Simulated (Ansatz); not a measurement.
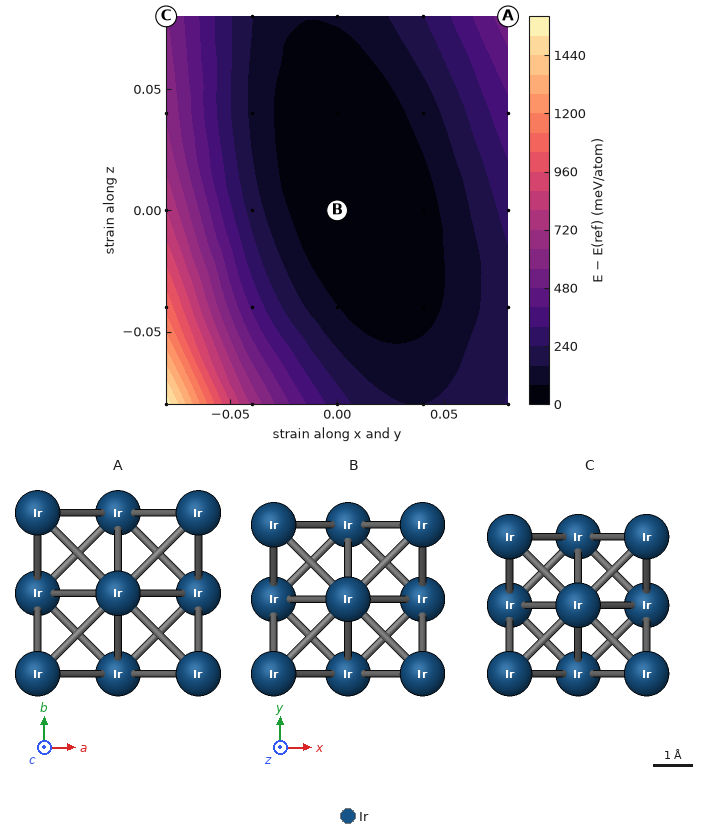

A crystal of Ir (Fm-3m): the cell is strained equally along x and y and separately along z, with the atoms kept at their fractional coordinates. x, y and z are the Cartesian axes of the input. The map is interpolated between the computed points (dots). The lettered frames are marked on it. The picture is a ball-and-stick view of the conventional cell (4 times the calculation's cell), repeated 1 × 1 × 2 with one cell outlined, seen along the c axis. Lengths and directions refer to the drawn axes.

Method: DFT PBE, scalar-relativistic, plane waves, PAW in Ansatz 0.2.0. Settings: plane-wave cutoff 420 eV; k-point mesh 22 × 22 × 22; occupations gaussian; smearing width 0.15 eV; no spin polarisation. Energies (free energies at the smearing named) are counted from the cell as listed in its source, which wasn't relaxed.

> Where is the lowest point of the map, and what else does it tell?

In pairs of (strain along x and y; strain along z): the lowest computed point lies at (0.000, 0.000) (0 meV/atom), the highest at (−0.080, −0.080) (1561 meV/atom). The valley is tilted: raising the in-plane strain is made harder by raising the strain along z (cross term 0.47 of the geometric mean of the two curvatures). Over the ranges scanned the energy rises more along the first axis, the in-plane strain. The pressure runs from −41.8 GPa at (0.080, 0.080) to 189.0 GPa at (−0.080, −0.080). The frames lie at A (0.080, 0.080): 529 meV/atom, B (0.000, 0.000): 0 meV/atom, C (−0.080, 0.080): 564 meV/atom.

The computed points:

Rows: strain along x and y; columns: strain along z; values in meV/atom.

|  | −0.080 | −0.040 | 0.000 | 0.040 | 0.080 |
| --- | --- | --- | --- | --- | --- |
| −0.080 | 1561 | 1094 | 797 | 632 | 564 |
| −0.040 | 703 | 386 | 210 | 145 | 162 |
| 0.000 | 280 | 82 | 0 | 9 | 88 |
| 0.040 | 159 | 56 | 48 | 114 | 236 |
| 0.080 | 243 | 218 | 267 | 375 | 529 |
